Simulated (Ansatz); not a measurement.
# Run report: Ni8H, geometry relaxation (part 1 of 3)

Ni8H (slab, 9 atoms in the cell), computed with DFT PBE+D3(BJ), scalar-relativistic, plane waves, PAW, spin-polarised (Ansatz 0.2.0).

The structure derives from an entry of the Crystallography Open Database. The input holds or restrains some coordinates. Forces given for the steps count only the free coordinates. Figures and captions count atoms from 1; the log counts them from 0 in places.

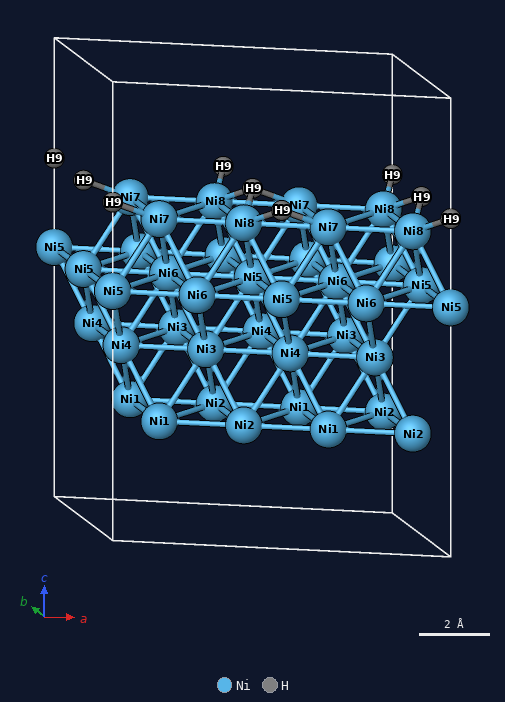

Fig. 1: The input geometry (ball-and-stick view of the 2 × 2 repeat of the cell, with the vacuum cut short, seen slightly off an axis; atoms are numbered from 1 in the order of the input). An atom can appear more than once, as a periodic image.

Input:
```yaml
crystal:
  lattice:
    - [4.9188979676, 0.0, 0.0]
    - [-1.2297244919, 2.1299452993, 0.0]
    - [0.0, 0.0, 25.0243950587]
  atoms:
    - { symbol: Ni, position: [0.3333333333, 0.3333333333, 0.3396685506], spin: 0.77 }
    - { symbol: Ni, position: [0.8333333333, 0.3333333333, 0.3396685506], spin: 0.77 }
    - { symbol: Ni, position: [0.6666666667, 0.6666666667, 0.4199155129], spin: 0.77 }
    - { symbol: Ni, position: [0.1666666667, 0.6666666667, 0.4199155129], spin: 0.77 }
    - { symbol: Ni, position: [0.0, 0.0, 0.5001624752], spin: 0.77 }
    - { symbol: Ni, position: [0.5, 0.0, 0.5001624752], spin: 0.77 }
    - { symbol: Ni, position: [0.3333333333, 0.3333333333, 0.5804094375], spin: 0.77 }
    - { symbol: Ni, position: [0.8333333333, 0.3333333333, 0.5804094375], spin: 0.77 }
    - { symbol: H, position: [0.0, 0.0, 0.6059844813], spin: 1.0 }
basis:
  ecutwfc: 420
kpoints:
  mp_grid: { grid: [7, 13, 1] }
hamiltonian:
  xc: pbe
  dispersion: d3bj
scf:
  occupations: { method: gaussian, width: 0.1 }
output:
  forces: true
  eigenvalues: true
  populations: true
  write_density: true
  write_potential: true
  elf: true
  volumetric_format: npy
magnetization:
  spin_polarized: true
relax:
  adjacent_minimum: "off"
  f_tol: 0.03
  max_steps: 70
  constraints: [{ sites: [0, 1, 2, 3] }]
efield:
  axis: 3
  dipole_correction: true
```

Run as:
```bash
ansatz run input.yaml --threads 4 --pin off --max-ram 10240MiB --backend cpu --events-out ev --progress --plain --runs-dir out
```

Log:
```
Warning: crystal.symmetry: narrowed to the stabiliser of the k-point mesh — unitary ops 2 → 1; excluded 1 operation that carries a point of the 7×13×1 mesh (shift [0, 0, 0]) off the mesh (the run samples exactly the mesh kpoints.mp_grid names, as under crystal.symmetry.detect: false, and its converged state has the mesh's symmetry, not the crystal's; ε∞, the Born charges and the force constants of a linear response (`dielectric:` by the response, `phonons.method: dfpt`) are averaged over those of the crystal's operations that the state keeps within a tolerance, where `mesh_tensors`, `unaveraged_element` or `gamma_mean_max_change_ev_ang2` stands beside them; a row that `dielectric.field_direction` solves alone is averaged likewise, with nothing beside; a Γ-centred mesh of equal divisions is mapped onto itself by every operation and keeps the whole group, as does a half-shifted one under kpoints.further_shifts: images)
Engine: ansatz 0.2.0, aarch64-unknown-linux-gnu
Pseudopotentials: kind: paw
Pseudopotential: Ni, paw, valence charge 18, recommended cutoff 420 eV (normal), Ni.paw.azcp
Pseudopotential: H, paw, valence charge 1, recommended cutoff 420 eV (normal), H.paw.azcp
Functional definition: PBE
  parameter kappa = 0.804
  parameter beta = 0.06672455060314922
  exchange = pbe_x(kappa = kappa, mu = beta*pi^2/3)
  correlation = pbe_c(beta = beta)
Crystal: 9 atoms, lattice volume = 262.180 Å³
Basis set: ecut = 420 eV, 5065 PW (Γ), exchange–correlation on 72×36×360 points (8 copies of the dense FFT grid, shifted against one another)
Bands: 92, of which v1, the nominal top of the filled ones, is band 73 counted from 1 (72 counted from 0)
Symmetry: 1 space group operations
k-points: 46 of 91 (time reversal used)
Non-local potential: Ni, projectors of the file, l = 0: 3, l = 1: 2, l = 2: 3, l = 3: 1
Non-local potential: H, projectors of the file, l = 0: 2, l = 1: 1
PAW form: soft (Blöchl's): semilocal exchange-correlation on the pseudo side does not see the compensation charge
PAW one-centre angular grid: Ni, 590 points (default); XC on 64 Gauss nodes
PAW one-centre angular grid: H, 110 points (default); XC on 64 Gauss nodes
Initial density: superposition of atomic densities (neutral atoms: chi_scale 0, normalization atom)
Starting moments: Σ|m| = 7.16 μB on 9 of 9 sites
Initial wavefunctions: pseudopotential atomic-orbital guess
Functional: x = pbe(κ = 0.804, μ = 0.2195149727645171), c = pbe(β = 0.06672455060314922)
SCF iter   1: F=—  HF=-46725.391206 eV  |F-HF|=—  |Δ(HF+E_count)|=         —  Δρ=3.50e-2 (↑1.53e-2 ↓3.50e-2)  dr2=5.91e0  dr2_m=7.03e-1  M=6.333 μB ∫|m|=6.649 μB  β_m=1.00  ethr=3.10e-3  p=0.000 e·Å  D=3.05e-7 V/Å  ΔV_dip=-0.00 eV  dr2_dipole=3.89e-4  V_vac-E_F(+/−)=7.22/7.22 eV  ⟨swp⟩=10.5  Hψ=44704  notcnv=0  defer=328
Mixer restart at iter 1: flushing history
efield: sawtooth ramp at fractional position 0.9228 (placed from the atoms, in the widest stretch of the axis that holds none; the zero of the levels goes with the place), width 0.1000; the density the first Hamiltonian is built on has a dipole p = 0.000 e·Å; the dipole correction subtracts the counter field D = 3.05e-7 V/Å, which shifts the + side's vacuum level by -0.00 eV against the − side's; the planar-averaged density in the ramp window peaks in size at 8.0e-6 e/Å³
preconditioner: auto → LDOS  [metal: Δε(μ)=0.005 eV  Ē_g=7.999 eV  σ=0.100 eV  W_gap=0.03  n_scr=48 (ndim 8)  ℏωp=20.6 eV  f_vac=0.616  D(μ)=15.00/eV (n_scr^D=166)]
spin=Collinear: LDOS preconditioning applied to the charge; magnetization (m = ρ↑ − ρ↓) channel mixes plain (no charge-response kernel on spin).
SCF iter   2: F=—  HF=-46727.391540 eV  |F-HF|=—  |Δ(HF+E_count)|=    2.00e0  Δρ=1.42e-2 (↑1.16e-2 ↓1.42e-2)  dr2=1.14e0  dr2_m=3.95e-2  M=5.903 μB ∫|m|=6.553 μB  β_m=0.32  ethr=3.10e-3  p=-0.001 e·Å  D=-7.24e-4 V/Å  ΔV_dip=0.02 eV  dr2_dipole=2.59e-3  V_vac-E_F(+/−)=6.43/6.42 eV  ⟨swp⟩=2.6  Hψ=16441  notcnv=0  defer=974
density mixer auto → msr1: a metal under ldos (density of states about μ 3.44 of a free-electron gas's, 48 screened modes)
SCF iter   3: F=—  HF=-46730.327007 eV  |F-HF|=—  |Δ(HF+E_count)|=    2.94e0  Δρ=9.74e-3 (↑5.14e-3 ↓9.74e-3)  dr2=3.53e-1  dr2_m=3.81e-2  M=5.753 μB ∫|m|=6.426 μB  β_m=0.51  ethr=7.85e-4  p=-0.000 e·Å  D=-5.81e-5 V/Å  ΔV_dip=0.00 eV  dr2_dipole=1.22e-3  V_vac-E_F(+/−)=5.98/5.98 eV  ⟨swp⟩=2.6  Hψ=13749  notcnv=0  defer=987
SCF iter   4: F=—  HF=-46733.599209 eV  |F-HF|=—  |Δ(HF+E_count)|=    3.27e0  Δρ=1.00e-2 (↑3.92e-3 ↓1.00e-2)  dr2=2.37e-1  dr2_m=5.75e-2  M=5.320 μB ∫|m|=6.117 μB  β_m=0.76  ethr=2.43e-4  p=0.005 e·Å  D=3.21e-3 V/Å  ΔV_dip=-0.08 eV  dr2_dipole=3.96e-3  V_vac-E_F(+/−)=5.34/5.42 eV  ⟨swp⟩=2.7  Hψ=14685  notcnv=0  defer=1004
SCF iter   5: F=—  HF=-46734.364350 eV  |F-HF|=—  |Δ(HF+E_count)|=         —  Δρ=8.29e-3 (↑6.83e-3 ↓8.29e-3)  dr2=8.29e-2  dr2_m=1.23e-1  M=4.731 μB ∫|m|=5.455 μB  β_m=0.76  ethr=1.64e-4  p=0.000 e·Å  D=1.05e-4 V/Å  ΔV_dip=-0.00 eV  dr2_dipole=6.92e-3  V_vac-E_F(+/−)=5.10/5.10 eV  ⟨swp⟩=2.7  Hψ=17490  notcnv=0  defer=1008
SCF iter   6: F=—  HF=-46734.350791 eV  |F-HF|=—  |Δ(HF+E_count)|=   1.36e-2  Δρ=3.79e-3 (↑2.62e-3 ↓3.79e-3)  dr2=2.55e-2  dr2_m=1.74e-2  M=4.646 μB ∫|m|=5.334 μB  β_m=0.88  ethr=5.72e-5  p=0.002 e·Å  D=1.68e-3 V/Å  ΔV_dip=-0.04 eV  dr2_dipole=8.83e-4  V_vac-E_F(+/−)=5.12/5.17 eV  ⟨swp⟩=2.3  Hψ=15469  notcnv=0  defer=1020
SCF iter   7: F=—  HF=-46734.365064 eV  |F-HF|=—  |Δ(HF+E_count)|=   1.43e-2  Δρ=3.85e-3 (↑2.67e-3 ↓3.85e-3)  dr2=6.58e-2  dr2_m=1.96e-3  M=4.652 μB ∫|m|=5.340 μB  β_m=0.72  ethr=1.76e-5  p=-0.004 e·Å  D=-3.04e-3 V/Å  ΔV_dip=0.08 eV  dr2_dipole=2.14e-3  V_vac-E_F(+/−)=5.10/5.03 eV  ⟨swp⟩=2.5  Hψ=15898  notcnv=0  defer=1014
SCF iter   8: F=—  HF=-46734.349684 eV  |F-HF|=—  |Δ(HF+E_count)|=   1.54e-2  Δρ=1.18e-3 (↑1.18e-3 ↓1.14e-3)  dr2=9.07e-3  dr2_m=1.63e-4  M=4.627 μB ∫|m|=5.309 μB  β_m=0.55  ethr=1.76e-5  p=0.001 e·Å  D=6.36e-4 V/Å  ΔV_dip=-0.02 eV  dr2_dipole=3.16e-4  V_vac-E_F(+/−)=5.08/5.10 eV  ⟨swp⟩=2.1  Hψ=15536  notcnv=0  defer=1020
SCF iter   9: F=—  HF=-46734.347073 eV  |F-HF|=—  |Δ(HF+E_count)|=   2.61e-3  Δρ=3.06e-4 (↑2.37e-4 ↓3.06e-4)  dr2=2.92e-4  dr2_m=9.00e-5  M=4.621 μB ∫|m|=5.304 μB  β_m=0.63  ethr=6.25e-6  p=-0.000 e·Å  D=-2.08e-4 V/Å  ΔV_dip=0.01 eV  dr2_dipole=2.13e-5  V_vac-E_F(+/−)=5.10/5.09 eV  ⟨swp⟩=2.5  Hψ=14442  notcnv=0  defer=1020
SCF iter  10: F=—  HF=-46734.347116 eV  |F-HF|=—  |Δ(HF+E_count)|=   4.28e-5  Δρ=1.25e-4 (↑9.75e-5 ↓1.25e-4)  dr2=6.88e-5  dr2_m=1.16e-5  M=4.620 μB ∫|m|=5.304 μB  β_m=0.73  ethr=2.01e-7  p=-0.001 e·Å  D=-3.66e-4 V/Å  ΔV_dip=0.01 eV  dr2_dipole=5.97e-6  V_vac-E_F(+/−)=5.10/5.09 eV  ⟨swp⟩=2.8  Hψ=16230  notcnv=0  defer=1020
SCF iter  11: F=—  HF=-46734.347140 eV  |F-HF|=—  |Δ(HF+E_count)|=   2.39e-5  Δρ=8.12e-5 (↑4.13e-5 ↓8.12e-5)  dr2=2.77e-5  dr2_m=1.71e-6  M=4.620 μB ∫|m|=5.303 μB  β_m=0.62  ethr=4.74e-8  p=-0.001 e·Å  D=-3.87e-4 V/Å  ΔV_dip=0.01 eV  dr2_dipole=2.94e-7  V_vac-E_F(+/−)=5.10/5.09 eV  ⟨swp⟩=2.3  Hψ=14676  notcnv=0  defer=1020
SCF iter  12: F=-46734.347119 eV  HF=-46734.347134 eV  |F-HF|=1.47e-5  |Δ(HF+E_count)|=   5.62e-6  Δρ=3.96e-5 (↑3.30e-5 ↓3.96e-5)  dr2=1.36e-5  dr2_m=9.42e-7  M=4.620 μB ∫|m|=5.303 μB  ethr=1.55e-8  p=-0.001 e·Å  D=-3.64e-4 V/Å  ΔV_dip=0.01 eV  dr2_dipole=2.41e-6  V_vac-E_F(+/−)=5.10/5.09 eV  ⟨swp⟩=21.9  Hψ=92107  notcnv=0
SCF 1 converged in 12 iterations: F = -46734.347119 eV  dr2 = 1.36e-5
  greatest PAW one-centre occupation: 1.001 electrons in one spin orbital (limit 2), on the Ni atom at site 0 (counted from 0), in its partial waves of l = 1
relax step   1: F+E_penalty+E_count = -46734.34711945 eV  Δ(F+E_penalty+E_count) = +0.000e0 eV  max|allowed force component| = 1.353e0 eV/Å  Δτ_max = 0.0000 Å  (12 SCF iters, dr2 threshold 2.25e-5 eV, accepted)
Initial density: handed on by an earlier stage of this run
Starting moments: Σ|m| = 7.16 μB on 9 of 9 sites; this step starts from the density that it was given
Initial wavefunctions: those handed on with the density
iter 1 solved again at ethr=1.87e-5 eV; its pass at ethr=3.10e-3 eV (dr2=2.71e-2 eV) is discarded
SCF iter   1: F=—  HF=-46734.428807 eV  |F-HF|=—  |Δ(HF+E_count)|=         —  Δρ=4.23e-3 (↑2.09e-3 ↓4.23e-3)  dr2=2.90e-2  dr2_m=1.99e-2  M=4.673 μB ∫|m|=5.370 μB  β_m=1.00  ethr=1.87e-5  p=-0.001 e·Å  D=-3.65e-4 V/Å  ΔV_dip=0.01 eV  dr2_dipole=3.65e-3  V_vac-E_F(+/−)=5.11/5.10 eV  ⟨swp⟩=2.4  Hψ=27127  notcnv=0  defer=1023
efield: sawtooth ramp at fractional position 0.9228 (handed on by an earlier solve), width 0.1000; the density the first Hamiltonian is built on has a dipole p = -0.001 e·Å; the dipole correction subtracts the counter field D = -3.65e-4 V/Å, which shifts the + side's vacuum level by +0.01 eV against the − side's; the planar-averaged density in the ramp window peaks in size at 3.9e-6 e/Å³
preconditioner: auto → LDOS  [metal: Δε(μ)=0.003 eV  Ē_g=7.791 eV  σ=0.100 eV  W_gap=0.02  n_scr=48 (ndim 8)  ℏωp=20.6 eV  f_vac=0.627  D(μ)=13.01/eV (n_scr^D=120)]
spin=Collinear: LDOS preconditioning applied to the charge; magnetization (m = ρ↑ − ρ↓) channel mixes plain (no charge-response kernel on spin).
SCF iter   2: F=—  HF=-46734.466265 eV  |F-HF|=—  |Δ(HF+E_count)|=   3.75e-2  Δρ=1.50e-3 (↑7.74e-4 ↓1.50e-3)  dr2=1.07e-2  dr2_m=6.12e-4  M=4.670 μB ∫|m|=5.349 μB  β_m=0.34  ethr=1.87e-5  p=-0.002 e·Å  D=-1.27e-3 V/Å  ΔV_dip=0.03 eV  dr2_dipole=1.99e-3  V_vac-E_F(+/−)=5.13/5.10 eV  ⟨swp⟩=3.0  Hψ=12778  notcnv=0  defer=1025
density mixer auto → msr1: a metal under ldos (density of states about μ 3.39 of a free-electron gas's, 48 screened modes)
SCF iter   3: F=—  HF=-46734.467271 eV  |F-HF|=—  |Δ(HF+E_count)|=   1.01e-3  Δρ=8.28e-4 (↑8.28e-4 ↓5.92e-4)  dr2=3.99e-3  dr2_m=3.36e-4  M=4.666 μB ∫|m|=5.348 μB  β_m=0.53  ethr=7.39e-6  p=-0.003 e·Å  D=-1.76e-3 V/Å  ΔV_dip=0.04 eV  dr2_dipole=7.85e-4  V_vac-E_F(+/−)=5.14/5.10 eV  ⟨swp⟩=2.5  Hψ=10445  notcnv=0  defer=1025
SCF iter   4: F=—  HF=-46734.468306 eV  |F-HF|=—  |Δ(HF+E_count)|=   1.04e-3  Δρ=7.09e-4 (↑3.96e-4 ↓7.09e-4)  dr2=1.27e-3  dr2_m=2.64e-4  M=4.669 μB ∫|m|=5.354 μB  β_m=0.45  ethr=2.75e-6  p=-0.002 e·Å  D=-1.15e-3 V/Å  ΔV_dip=0.03 eV  dr2_dipole=6.42e-7  V_vac-E_F(+/−)=5.12/5.09 eV  ⟨swp⟩=2.3  Hψ=11748  notcnv=0  defer=1025
SCF iter   5: F=—  HF=-46734.468220 eV  |F-HF|=—  |Δ(HF+E_count)|=   8.63e-5  Δρ=3.36e-4 (↑1.85e-4 ↓3.36e-4)  dr2=2.05e-4  dr2_m=1.56e-4  M=4.667 μB ∫|m|=5.353 μB  β_m=0.72  ethr=8.79e-7  p=-0.002 e·Å  D=-1.17e-3 V/Å  ΔV_dip=0.03 eV  dr2_dipole=5.47e-5  V_vac-E_F(+/−)=5.12/5.09 eV  ⟨swp⟩=2.0  Hψ=12162  notcnv=0  defer=1025
SCF iter   6: F=—  HF=-46734.468302 eV  |F-HF|=—  |Δ(HF+E_count)|=   8.24e-5  Δρ=2.43e-4 (↑1.43e-4 ↓2.43e-4)  dr2=1.86e-4  dr2_m=2.00e-5  M=4.670 μB ∫|m|=5.356 μB  β_m=0.73  ethr=1.41e-7  p=-0.001 e·Å  D=-9.10e-4 V/Å  ΔV_dip=0.02 eV  dr2_dipole=1.69e-7  V_vac-E_F(+/−)=5.12/5.09 eV  ⟨swp⟩=2.6  Hψ=13511  notcnv=0  defer=1025
SCF iter   7: F=—  HF=-46734.468274 eV  |F-HF|=—  |Δ(HF+E_count)|=   2.81e-5  Δρ=6.97e-5 (↑6.97e-5 ↓6.95e-5)  dr2=3.42e-5  dr2_m=7.85e-7  M=4.669 μB ∫|m|=5.356 μB  β_m=0.58  ethr=1.28e-7  p=-0.001 e·Å  D=-7.90e-4 V/Å  ΔV_dip=0.02 eV  dr2_dipole=2.63e-6  V_vac-E_F(+/−)=5.11/5.09 eV  ⟨swp⟩=2.0  Hψ=12104  notcnv=0  defer=1025
SCF iter   8: F=-46734.468263 eV  HF=-46734.468265 eV  |F-HF|=1.92e-6  |Δ(HF+E_count)|=   9.11e-6  Δρ=3.10e-5 (↑1.42e-5 ↓3.10e-5)  dr2=3.76e-6  dr2_m=5.09e-7  M=4.670 μB ∫|m|=5.356 μB  ethr=2.36e-8  p=-0.001 e·Å  D=-8.43e-4 V/Å  ΔV_dip=0.02 eV  dr2_dipole=5.29e-7  V_vac-E_F(+/−)=5.11/5.09 eV  ⟨swp⟩=19.1  Hψ=89402  notcnv=0
SCF 2 converged in 8 iterations: F = -46734.468263 eV  dr2 = 3.76e-6
[... from here on the iterations of each SCF are left out, up to the last one ...]
```
